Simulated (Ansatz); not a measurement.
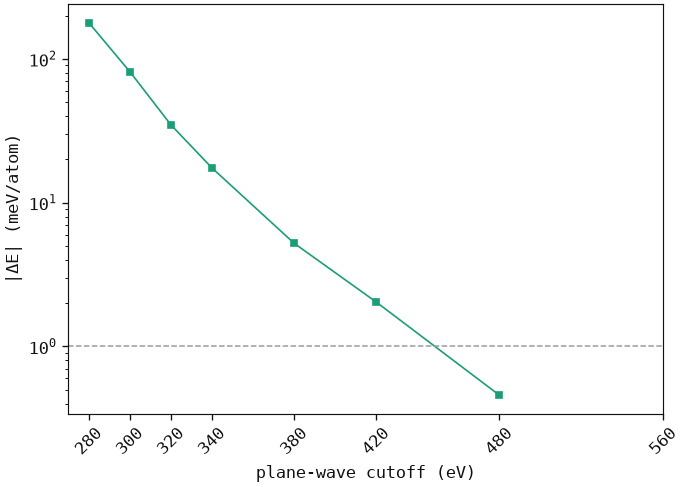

Scan of the plane-wave cutoff (density cutoff scaled with it).
AlRu (R3m, 2 atoms in the cell); HSE06, plane waves, PAW datasets in Ansatz 0.2.0 development build; 4×4×4 k-mesh, Fermi–Dirac smearing of 0.1 eV.
ΔE is the free energy less its value at the largest setting, 560 eV.
Dashed lines or grey bands mark the tolerance: 1 meV/atom.
The atoms sit off their equilibrium sites.

**From which setting is the free energy converged to 1 meV/atom?**

The free energy is within 1 meV/atom of the largest setting's value from 480 eV on. It is off by 180 meV/atom at 280 eV, 17 meV/atom at 340 eV and 2 meV/atom at 420 eV (always above it). The smaller bases give higher energies, which fall towards the limit as the basis grows.
